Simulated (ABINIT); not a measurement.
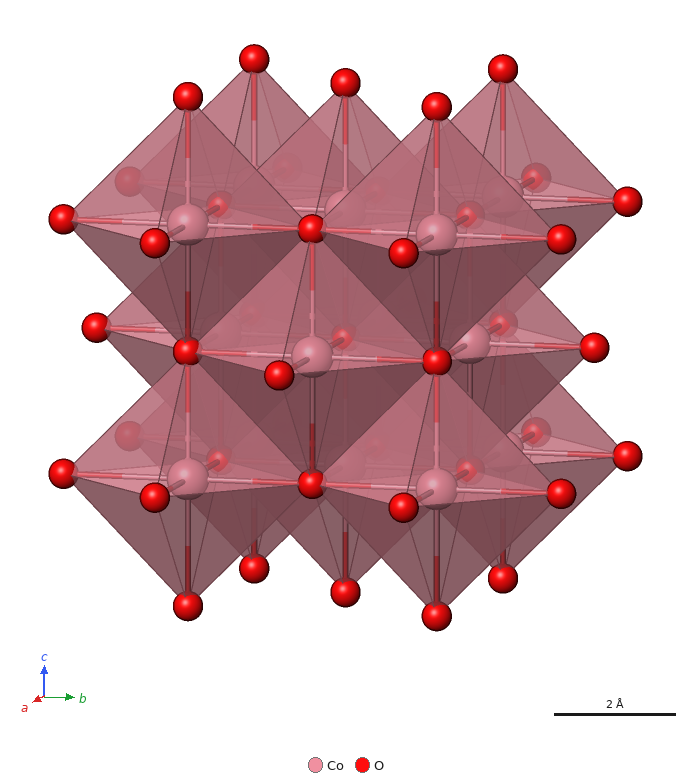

**Figure 1.** The input geometry (polyhedral view of the cell 4 times as large as that of the calculation, set on its symmetry axes, seen slightly off an axis; polyhedra are completed across the faces of the cell). An atom can appear more than once, as a periodic image.

# Geometry relaxation of CoO (part 1 of 2)

The run: geometry relaxation of CoO (Fm-3m, 2 atoms in the cell). Method and program: Kohn-Sham DFT of a periodic cell, PBE, PseudoDojo NC SR PBE v0.4.1 standard, spin-polarised (ABINIT 10.8.3).

The structure derives from an entry of the Crystallography Open Database.

**The program's output**
```
.Version 10.8.3 of ABINIT
 Symmetries : space group Fm -3 m (#225); Bravais cF (face-center cubic)
================================================================================
 Values of the parameters that define the memory need of the present run
     intxc =       0    ionmov =       2      iscf =       7    lmnmax =       6
     lnmax =       6     mgfft =      40  mpssoang =       3    mqgrid =    3001
     natom =       2  nloc_mem =       1    nspden =       2   nspinor =       1
    nsppol =       2      nsym =      48    n1xccc =    2501    ntypat =       2
    occopt =       3   xclevel =       2
       mpw =        2655          nfft =       64000          nkpt =          29
================================================================================
================================================================================

--------------------------------------------------------------------------------
------------- Echo of variables that govern the present computation ------------
--------------------------------------------------------------------------------
 -outvars: echo values of preprocessed input variables --------
            acell      5.6963832685E+00  5.6963832685E+00  5.6963832685E+00 Bohr
              amu      5.89332000E+01  1.59994000E+01
          chkprim           0
      chksymtnons           0
          dilatmx      1.08000000E+00
             ecut      4.80000000E+01 Hartree
           ecutsm      5.00000000E-01 Hartree
           ionmov           2
              ixc          11
         kptrlatt        8    0    0      0    8    0      0    0    8
          kptrlen      4.55710661E+01
            natom           2
            nband          16
            ngfft          40      40      40
             nkpt          29
           nspden           2
           nsppol           2
            nstep          80
             nsym          48
            ntime          50
           ntypat           2
           occopt           3
          optcell           2
           prtden           0
        prtebands           0
           prteig           0
            prtwf           0
            rprim      0.0000000000E+00  7.0710678120E-01  7.0710678120E-01
                       7.0710678120E-01  0.0000000000E+00  7.0710678120E-01
                       7.0710678120E-01  7.0710678120E-01  0.0000000000E+00
          spgroup         225
           spinat      0.0000000000E+00  0.0000000000E+00  2.0000000000E+00
                       0.0000000000E+00  0.0000000000E+00  0.0000000000E+00
           tolmxf      2.00000000E-05
           tolsym      1.00000000E-06
           tolvrs      1.00000000E-12
           tsmear      1.83747000E-03 Hartree
            typat      1  2
           xangst      0.0000000000E+00  0.0000000000E+00  0.0000000000E+00
                       2.1315000000E+00  2.1315000000E+00  2.1315000000E+00
            xcart      0.0000000000E+00  0.0000000000E+00  0.0000000000E+00
                       4.0279512375E+00  4.0279512375E+00  4.0279512375E+00
             xred      0.0000000000E+00  0.0000000000E+00  0.0000000000E+00
                       5.0000000000E-01  5.0000000000E-01  5.0000000000E-01
            znucl       27.00000    8.00000

================================================================================

 chkinp: Checking input parameters for consistency.

================================================================================
== DATASET  1 ==================================================================

--- !DatasetInfo
iteration_state: {dtset: 1, }
dimensions: {natom: 2, nkpt: 29, mband: 16, nsppol: 2, nspinor: 1, nspden: 2, mpw: 2655, }
cutoff_energies: {ecut:  48.0, pawecutdg:  -1.0, }
electrons: {nelect:   2.30000000E+01, charge:   0.00000000E+00, occopt:   3.00000000E+00, tsmear:   1.83747000E-03, }
meta: {optdriver: 0, ionmov: 2, optcell: 2, iscf: 7, paral_kgb: 0, }
...

 Exchange-correlation functional for the present dataset will be:
  GGA: Perdew-Burke-Ernzerhof functional - ixc=11
  J.P.Perdew, K.Burke, M.Ernzerhof, PRL 77, 3865 (1996)

 Real(R)+Recip(G) space primitive vectors, cartesian coordinates (Bohr,Bohr^-1):
 R(1)=  0.0000000  4.0279512  4.0279512  G(1)= -0.1241326  0.1241326  0.1241326
 R(2)=  4.0279512  0.0000000  4.0279512  G(2)=  0.1241326 -0.1241326  0.1241326
 R(3)=  4.0279512  4.0279512  0.0000000  G(3)=  0.1241326  0.1241326 -0.1241326
 Unit cell volume ucvol=  1.3070211E+02 bohr^3
 Angles (23,13,12)=  6.00000000E+01  6.00000000E+01  6.00000000E+01 degrees

 getcut: wavevector=  0.0000  0.0000  0.0000  ngfft=  40  40  40
         ecut(hartree)=     55.987   => boxcut(ratio)=   2.08474

--- Pseudopotential description ------------------------------------------------
- pspini: atom type   1  psp file is ./Co.upf
  27.00000  17.00000  171031                  znucl, zion, pspdat
12 -101130 2 -1 1388                          pspcod,pspxc,lmax,lloc,mmax
     nproj     2     2     2

- pspini: atom type   2  psp file is ./O.upf
   8.00000   6.00000  171031                  znucl, zion, pspdat
12 -101130 2 -1 936                           pspcod,pspxc,lmax,lloc,mmax
     nproj     2     2     1

   5.73657303E+02                                ecore*ucvol(ha*bohr**3)
--------------------------------------------------------------------------------

================================================================================

=== [ionmov= 2] Broyden-Fletcher-Goldfarb-Shanno method (forces)
================================================================================

--- Iteration: ( 1/50) Internal Cycle: (1/1)
--------------------------------------------------------------------------------

---SELF-CONSISTENT-FIELD CONVERGENCE--------------------------------------------

--- !BeginCycle
iteration_state: {dtset: 1, itime: 1, icycle: 1, }
solver: {iscf: 7, nstep: 80, nline: 4, wfoptalg: 0, }
tolerances: {tolvrs: 1.00E-12, }
...

     iter   Etot(hartree)      deltaE(h)  residm     vres2   difmagsph maxmagsph
 ETOT  1  -169.30188637355    -1.693E+02 3.619E-01 7.213E+02 1.937E+00 1.937E+00
 ETOT  2  -168.96484146394     3.370E-01 8.628E-03 7.342E+03 8.501E-01 1.087E+00
 ETOT  3  -169.51066011506    -5.458E-01 6.297E-03 2.471E+02 1.160E+00 2.247E+00
 ETOT  4  -169.52927878986    -1.862E-02 2.286E-03 4.503E+01 1.012E-01 2.349E+00
 ETOT  5  -169.53148781067    -2.209E-03 1.825E-03 2.834E+01 1.803E-01 2.529E+00
 ETOT  6  -169.53316730027    -1.679E-03 6.397E-04 4.808E+00 5.004E-02 2.579E+00
 ETOT  7  -169.53349824454    -3.309E-04 5.359E-04 9.707E-02 1.957E-02 2.585E+00
 ETOT  8  -169.53350455944    -6.315E-06 1.467E-04 6.313E-02 7.346E-03 2.588E+00
 ETOT  9  -169.53350828420    -3.725E-06 1.528E-04 4.276E-03 6.997E-04 2.587E+00
 ETOT 10  -169.53350850775    -2.236E-07 3.690E-05 8.888E-04 2.695E-04 2.588E+00
 ETOT 11  -169.53350856601    -5.826E-08 4.409E-05 2.908E-06 2.668E-04 2.588E+00
 ETOT 12  -169.53350856624    -2.346E-10 1.054E-05 6.707E-07 4.276E-05 2.588E+00
 ETOT 13  -169.53350856631    -6.517E-11 1.256E-05 1.348E-09 1.054E-05 2.588E+00
 ETOT 14  -169.53350856629     2.061E-11 3.000E-06 7.319E-11 1.306E-06 2.588E+00
 ETOT 15  -169.53350856630    -1.000E-11 3.605E-06 2.159E-11 7.997E-08 2.588E+00
 ETOT 16  -169.53350856629     6.224E-12 8.552E-07 4.770E-13 2.770E-08 2.588E+00

 At SCF step   16       vres2   =  4.77E-13 < tolvrs=  1.00E-12 =>converged.

 Cartesian components of stress tensor (hartree/bohr^3)
  sigma(1 1)=  6.73111966E-05  sigma(3 2)=  0.00000000E+00
  sigma(2 2)=  6.73111966E-05  sigma(3 1)=  0.00000000E+00
  sigma(3 3)=  6.73111966E-05  sigma(2 1)=  0.00000000E+00

--- !ResultsGS
iteration_state: {dtset: 1, itime: 1, icycle: 1, }
comment   : Summary of ground state results
lattice_vectors:
- [  0.0000000,   4.0279512,   4.0279512, ]
- [  4.0279512,   0.0000000,   4.0279512, ]
- [  4.0279512,   4.0279512,   0.0000000, ]
lattice_lengths: [   5.69638,    5.69638,    5.69638, ]
lattice_angles: [ 60.000,  60.000,  60.000, ] # degrees, (23, 13, 12)
lattice_volume:   1.3070211E+02
convergence: {deltae:  6.224E-12, res2:  4.770E-13, residm:  8.552E-07, diffor: null, }
etotal    :  -1.69533509E+02
entropy   :   0.00000000E+00
fermie    :   3.28474940E-01
cartesian_stress_tensor: # hartree/bohr^3
- [  6.73111966E-05,   0.00000000E+00,   0.00000000E+00, ]
- [  0.00000000E+00,   6.73111966E-05,   0.00000000E+00, ]
- [  0.00000000E+00,   0.00000000E+00,   6.73111966E-05, ]
pressure_GPa:  -1.9804E+00
xred      :
- [  0.0000E+00,   0.0000E+00,   0.0000E+00, Co]
- [  5.0000E-01,   5.0000E-01,   5.0000E-01,  O]
cartesian_forces: # hartree/bohr
- [ -0.00000000E+00,  -0.00000000E+00,  -0.00000000E+00, ]
- [ -0.00000000E+00,  -0.00000000E+00,  -0.00000000E+00, ]
force_length_stats: {min:   0.00000000E+00, max:   0.00000000E+00, mean:   0.00000000E+00, }
...

 Integrated electronic and magnetization densities in atomic spheres:
 ------------------------------------------------------------------------------------------------------------
 Radius=ratsph(iatom), smearing ratsm=  0.0000. Diff(up-dn)=approximate z local magnetic moment.
    Atom    Radius    up_density   dn_density  Total(up+dn)  Diff(up-dn)
    1 Co   2.00000     8.803291     6.215453     15.018744     2.587837
    2  O   2.00000     3.279782     2.925324      6.205106     0.354458
 ------------------------------------------------------------------------------------------------------------
  Sum:                12.083073     9.140777     21.223850     2.942295
 Total magnetization (from the atomic spheres):                2.942295
 Total magnetization (exact up - dn):                          2.981895

---OUTPUT-----------------------------------------------------------------------

 Cartesian coordinates (xcart) [bohr]
  0.00000000000000E+00  0.00000000000000E+00  0.00000000000000E+00
  4.02795123745140E+00  4.02795123745140E+00  4.02795123745141E+00
 Reduced coordinates (xred)
  0.00000000000000E+00  0.00000000000000E+00  0.00000000000000E+00
  5.00000000000000E-01  5.00000000000000E-01  5.00000000000000E-01
 Cartesian forces (fcart) [Ha/bohr]; max,rms= 0.00000E+00 0.00000E+00 (free atoms)
 -0.00000000000000E+00 -0.00000000000000E+00 -0.00000000000000E+00
 -0.00000000000000E+00 -0.00000000000000E+00 -0.00000000000000E+00
 Gradient of E wrt nuclear positions in reduced coordinates (gred)
  0.00000000000000E+00  0.00000000000000E+00  0.00000000000000E+00
  0.00000000000000E+00  0.00000000000000E+00  0.00000000000000E+00
 Scale of Primitive Cell (acell) [bohr]
  5.69638326847289E+00  5.69638326847289E+00  5.69638326847289E+00
 Real space primitive translations (rprimd) [bohr]
  0.00000000000000E+00  4.02795123745140E+00  4.02795123745140E+00
  4.02795123745140E+00  0.00000000000000E+00  4.02795123745140E+00
  4.02795123745140E+00  4.02795123745140E+00  0.00000000000000E+00
 Unitary Cell Volume (ucvol) [Bohr^3]=  1.30702112990557E+02
 Angles (23,13,12)= [degrees]
  6.00000000000000E+01  6.00000000000000E+01  6.00000000000000E+01
 Lengths [Bohr]
  5.69638326858127E+00  5.69638326858127E+00  5.69638326858127E+00
 Stress tensor in cartesian coordinates (strten) [Ha/bohr^3]
  6.73111966441112E-05  0.00000000000000E+00  0.00000000000000E+00
  0.00000000000000E+00  6.73111966441042E-05  0.00000000000000E+00
  0.00000000000000E+00  0.00000000000000E+00  6.73111966440904E-05
 Total energy (etotal) [Ha]= -1.69533508566290E+02

--- Iteration: ( 2/50) Internal Cycle: (1/1)
--------------------------------------------------------------------------------

---SELF-CONSISTENT-FIELD CONVERGENCE--------------------------------------------

--- !BeginCycle
iteration_state: {dtset: 1, itime: 2, icycle: 1, }
solver: {iscf: 7, nstep: 80, nline: 4, wfoptalg: 0, }
tolerances: {tolvrs: 1.00E-12, }
...

     iter   Etot(hartree)      deltaE(h)  residm     vres2   difmagsph maxmagsph
 ETOT  1  -169.52541965275    -1.695E+02 1.543E-02 1.144E+02 2.449E+00 2.449E+00
 ETOT  2  -169.49722664350     2.819E-02 1.789E-06 5.184E+02 2.343E-01 2.684E+00
 ETOT  3  -169.53343709983    -3.621E-02 7.858E-04 9.282E-01 1.167E-01 2.567E+00
 ETOT  4  -169.53351166637    -7.457E-05 4.327E-06 5.422E-01 1.608E-02 2.583E+00
 ETOT  5  -169.53354402697    -3.236E-05 5.987E-07 4.818E-02 2.065E-03 2.582E+00
 ETOT  6  -169.53354734511    -3.318E-06 1.972E-07 6.978E-04 1.399E-03 2.583E+00
 ETOT  7  -169.53354738458    -3.947E-08 1.419E-08 8.753E-04 1.083E-03 2.584E+00
 ETOT  8  -169.53354744548    -6.090E-08 1.034E-08 4.674E-06 2.433E-04 2.584E+00
 ETOT  9  -169.53354744600    -5.201E-10 3.868E-09 1.008E-06 6.637E-05 2.584E+00
 ETOT 10  -169.53354744607    -6.739E-11 2.550E-09 9.638E-09 9.239E-06 2.584E+00
 ETOT 11  -169.53354744608    -1.100E-11 1.129E-09 4.543E-11 2.250E-06 2.584E+00
 ETOT 12  -169.53354744607     2.558E-12 7.159E-10 4.543E-12 2.397E-07 2.584E+00
 ETOT 13  -169.53354744607    -7.674E-13 3.460E-10 1.273E-12 4.370E-08 2.584E+00
 ETOT 14  -169.53354744607     4.263E-13 1.970E-10 2.546E-14 5.529E-09 2.584E+00

 At SCF step   14       vres2   =  2.55E-14 < tolvrs=  1.00E-12 =>converged.

 Cartesian components of stress tensor (hartree/bohr^3)
  sigma(1 1)=  3.09980607E-05  sigma(3 2)=  0.00000000E+00
  sigma(2 2)=  3.09980607E-05  sigma(3 1)=  0.00000000E+00
  sigma(3 3)=  3.09980607E-05  sigma(2 1)=  0.00000000E+00
```
